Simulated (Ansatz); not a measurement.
## Energy of BaTiO3 along an even scaling of the cell

System: BaTiO3 (P4mm, 5 atoms in the cell).
Method: Kohn-Sham DFT of a periodic cell, BPBE, Ansatz PAW, no spin polarisation (Ansatz 0.2.0).

The 6 runs differ only in the geometry, by an even scaling of the cell at fixed fractional positions. The structure derives from an entry of the Crystallography Open Database.

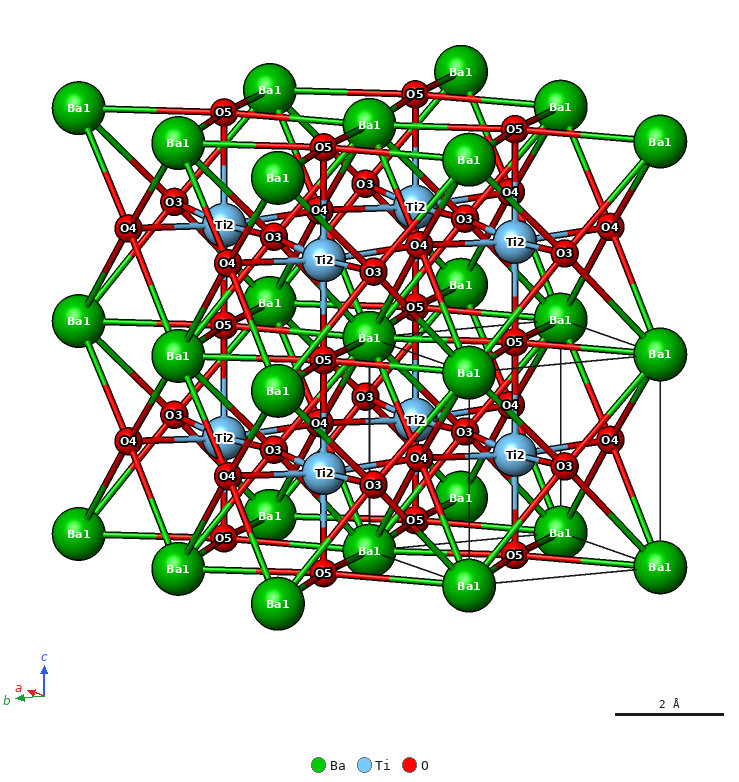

Figure 1. The structure of run 4 (ball-and-stick view of the cell of the calculation, repeated 2 × 2 × 2, seen at an oblique angle; atoms are numbered from 1 in the order of the input).

### Input of run 4
```yaml
crystal:
  lattice:
    - [4.0262895137, 0.0, 0.0]
    - [0.0, 4.0262895137, 0.0]
    - [0.0, 0.0, 4.044610047]
  atoms:
    - { symbol: Ba, position: [0.0, 0.0, 0.0] }
    - { symbol: Ti, position: [0.5, 0.5, 0.49] }
    - { symbol: O, position: [0.0, 0.5, 0.517] }
    - { symbol: O, position: [0.5, 0.0, 0.517] }
    - { symbol: O, position: [0.5, 0.5, 0.019] }
hamiltonian:
  xc: { exchange: b88, correlation: pbe }
  pseudopotentials: { kind: paw }
kpoints:
  mp_grid: { grid: [7, 7, 7] }
scf:
  occupations: { method: fermi_dirac, width: 0.05 }
output:
  forces: true
  stress: true
  eigenvalues: true
```

Command:
```bash
ansatz run input.yaml --threads 2 --pin off --max-ram 5120MiB --backend cpu --events-out ev --progress --plain --runs-dir out
```

Lattice vectors (Å) and fractional positions of run 4:
```
   4.026290    0.000000    0.000000
   0.000000    4.026290    0.000000
   0.000000    0.000000    4.044610
Ba  0.000000  0.000000  0.000000
Ti  0.500000  0.500000  0.490000
O   0.000000  0.500000  0.517000
O   0.500000  0.000000  0.517000
O   0.500000  0.500000  0.019000
```

Run 5 differs from it as follows:
```diff
-    - [4.0262895137, 0.0, 0.0]
-    - [0.0, 4.0262895137, 0.0]
-    - [0.0, 0.0, 4.044610047]
+    - [4.0524349834, 0.0, 0.0]
+    - [0.0, 4.0524349834, 0.0]
+    - [0.0, 0.0, 4.0708744845]
```

### Results, with one run withheld

| run | volume per atom (Å³) | free energy per atom, from the lowest run given (meV) | pressure (GPa) | gap on the mesh (eV) |
| --- | --- | --- | --- | --- |
| 1 | 12.085 | 37.90 | 14.15 | 2.07 |
| 2 | 12.342 | 18.86 | 9.65 | 2.03 |
| 3 | 12.599 | 6.68 | 5.62 | 1.98 |
| 4 | 13.113 | 0.00 | −1.23 | 1.89 |
| 5 | 13.371 | ? | ? | ? |
| 6 | 13.628 | 13.13 | −6.74 | 1.80 |

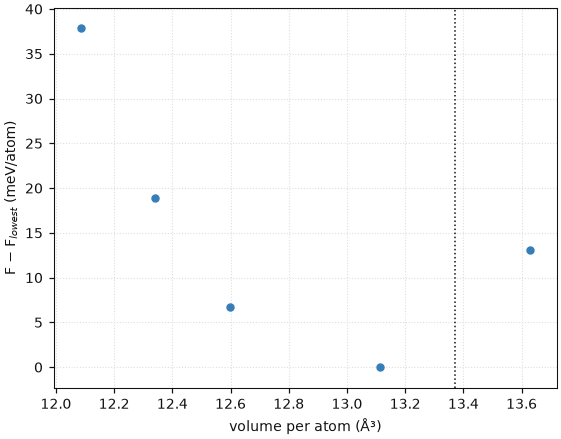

Figure 2. Free energy per atom of the runs given; the dotted line marks run 5.

What should run 5 give?

A cubic polynomial in V^(−2/3) (the Birch–Murnaghan form), fitted to the 5 runs given, misses them by at most 0.01 meV per atom. With x = V^(−2/3) − 0.18339 Å⁻², it reads F = 2.7761 + 2400.6 x + 4.5787e+05 x² + 6.2448e+05 x³ (meV per atom). At run 5 it gives 4.36 meV per atom, and the run itself gives 4.36. The slope of the fit gives a pressure −dF/dV of −4.14 GPa there, and the run prints −4.14 GPa. The fit has its minimum at 13.013 Å³ per atom, where V d²F/dV² gives 162 GPa. Cell shape and fractional positions are held, so this is the stiffness under even scaling; the relaxed bulk modulus wasn't computed. The gap on the mesh goes, without turning, from 2.07 eV in run 1 to 1.80 eV in run 6; run 5 has 1.84 eV. These are gaps of this functional on this mesh, which can miss the band edges; they aren't the measured gap.

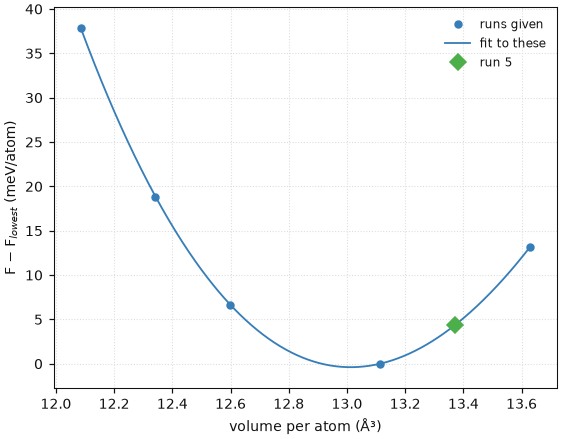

Figure 3. The fit and the withheld run.

### Output, shortened to warnings, some set-up lines, iterations and results (run 5)
```
Basis set: ecut = 420 eV, 1325 PW (Γ), exchange–correlation on 60×60×60 points (8 copies of the dense FFT grid, shifted against one another)
Symmetry: 8 space group operations
k-points: 40 of 343 (time reversal used)
Initial density: superposition of atomic densities (neutral atoms: chi_scale 0, normalization atom), corrected by the library's trained network
[...]
SCF iter   1: F=—  HF=-10192.409821 eV  |F-HF|=—  |Δ(HF+E_count)|=         —  Δρ=2.24e-3  dr2=2.11e-3  ethr=1.77e-3  ⟨swp⟩=5.9  Hψ=4906  notcnv=0
SCF iter   2: F=—  HF=-10192.409743 eV  |F-HF|=—  |Δ(HF+E_count)|=   7.81e-5  Δρ=8.58e-4  dr2=3.78e-4  ethr=5.27e-6  ⟨swp⟩=2.0  Hψ=2245  notcnv=0  defer=4
SCF iter   3: F=—  HF=-10192.409871 eV  |F-HF|=—  |Δ(HF+E_count)|=   1.28e-4  Δρ=2.68e-4  dr2=5.34e-5  ethr=9.44e-7  ⟨swp⟩=1.9  Hψ=1177  notcnv=0  defer=4
SCF iter   4: F=—  HF=-10192.409721 eV  |F-HF|=—  |Δ(HF+E_count)|=   1.51e-4  Δρ=4.40e-5  dr2=1.27e-6  ethr=1.34e-7  ⟨swp⟩=2.6  Hψ=1776  notcnv=0  defer=4
SCF iter   5: F=-10192.409721 eV  HF=-10192.409721 eV  |F-HF|=3.76e-8  |Δ(HF+E_count)|=   3.55e-8  Δρ=8.41e-6  dr2=6.31e-8  ethr=3.19e-9  ⟨swp⟩=2.2  Hψ=1650  notcnv=0  defer=4
SCF iter   6: F=-10192.409721 eV  HF=-10192.409721 eV  |F-HF|=1.55e-10  |Δ(HF+E_count)|=   4.16e-9  Δρ=2.47e-6  dr2=4.46e-9  ethr=1.58e-10  ⟨swp⟩=5.7  Hψ=4724  notcnv=0
SCF 1 converged in 6 iterations: F = -10192.409721 eV  dr2 = 4.46e-9
SCF converged after 6 iterations
Free energy (F): -10192.409721 eV
Harris-Foulkes:  -10192.409721 eV  (|F-HF|=1.55e-10)
Internal energy: -10192.409721 eV  (E = F + TS)
E sigma→0 (E₀):  -10192.409721 eV
Fermi energy:    10.590377 eV
--- Per-component energies (eV) ---
  E_band       = -166.066535
  E_kinetic    = 966.027482
  E_local      = -2151.172660  (includes V_loc(G=0)·N_el)
  E_nonlocal   = 204.602107
  E_hartree    = 835.355153
  E_xc         = -492.048290
  E_vxc        = -546.162251  (∫ρ·V_xc dr)
  E_paw        = -6775.355513  (= ΣΔE_a)
  E_vpaw       = -310.078807  (= ΣTr[D̂ρ^β])
  E_aug_tail   = 0.007454  (compensation charges beyond the density's cutoff)
  E_ewald      = -2779.797461
  E_core_change = -0.027993  (= ΣΔE_core)
  E_smearing   = -0.000000  (= −TS)
  E_closure    = -0.000000  (closes the sum)
  Σ components = -10192.409721   (vs F -10192.409721, Δ=0.00e0)
--- Forces (eV/Å), atoms counted from 1 ---
  atom   1  Ba     0.00000000     0.00000000     0.00584963
  atom   2  Ti    -0.00000000     0.00000000    -0.32637607
  atom   3  O     -0.00000000    -0.00000000    -0.11331648
  atom   4  O     -0.00000000     0.00000000    -0.11331648
  atom   5  O      0.00000000     0.00000000     0.54721986
  max |Σ_I F_I| component: 6.05e-5 eV/Å
--- Stress (GPa, compression-positive) ---
       -4.384945       0.000000       0.000000
        0.000000      -4.384945       0.000000
        0.000000       0.000000      -3.646706
  P = ⅓ Tr σ = -4.1389 GPa (-41.389 kbar)
```

Notes: Points of doubt noted for this run: forces on files of another functional.
